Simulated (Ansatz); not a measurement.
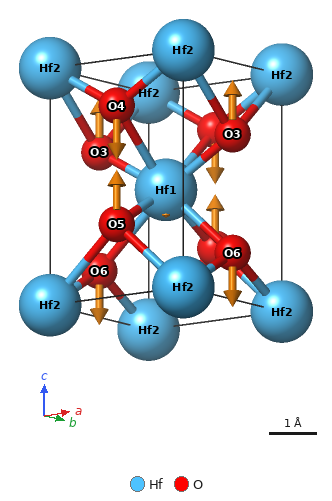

Lattice vibrations of crystalline HfO2, space group P4₂/nmc (No. 137), at the zone centre. The optical levels lie at 60 (×2), 102 (×2), 222, 314, 319, 447 (×2), 465 (×2), 604, 662, 676 (×2) cm⁻¹. One mode is drawn. Displacements are drawn as orange arrows; their common scale and sign are arbitrary. A ball-and-stick model of the cell of the calculation, seen from a free direction.

Theory: DFT r2SCAN, scalar-relativistic, plane waves, PAW in Ansatz 0.2.0. Settings: plane-wave cutoff 500 eV; k-point mesh 6 × 6 × 6; occupations gaussian; smearing width 0.05 eV; no spin polarisation.

Frequencies are those without the non-analytic (LO–TO) term.

Question: Which of these frequencies is the drawn mode's?

Answer: The level at 604 cm⁻¹. This is the B₁g mode, optical level 8 of 10, counted from below, Raman-active by symmetry. All motion is along c; atoms of one kind move against one another, with no net shift of any sublattice; the kinetic energy is shared as O 96 %, Hf 4 %.
